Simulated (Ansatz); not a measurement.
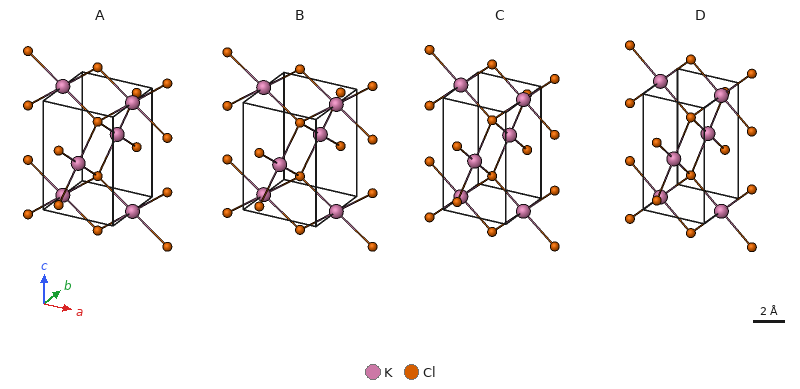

4 geometries from one relaxation of solid KCl (a generated structure, set up in P4_2/mmc), in shuffled order. The picture is a ball-and-stick view of the cell of the calculation, seen from a free direction.

Computed with DFT PBE, scalar-relativistic, plane waves, PAW in Ansatz 0.2.0. Set-up: plane-wave cutoff 420 eV; k-point mesh 4 × 4 × 4; occupations gaussian; smearing width 0.02 eV; no spin polarisation; cell and atoms relaxed; force threshold 0.01 eV/Å; at most 80 steps.

**Order the frames from highest to lowest energy.**

B, A, C, D. They are steps 0, 1, 3, 6, at +0.489 eV per cell of the calculation, +0.284 eV per cell of the calculation, +17.4 meV per cell of the calculation relative to the last. The atoms keep their places relative to the cell (all moves are under 0.005 Å). The drawn cell changes as follows: a = b 5.413 → 4.543 Å (−16.1 %), c 7.656 → 8.272 Å (+8.0 %); the volume changes by −23.9 %. Some distances before and after: Cl–K 3.315 → 3.072 Å. Among the angles between lasting bonds that change: Cl–K–Cl 70.5° → 84.6°, Cl–K–Cl 109.5° → 95.4°, K–Cl–K 109.5° → 95.4°. The space group stays P4_2/mmc (No. 131). The energy falls by 0.489 eV per cell of the calculation in 5 accepted moves (6 points after the start). All forces vanish by symmetry, so only the cell relaxes. Pressure: −1.33 GPa at the start and 0.02 GPa at the end. The SCF was repeated once at an unchanged geometry on a basis and grid sized afresh for the cell, which shifted the energy by 0.1 meV per cell of the calculation at most.
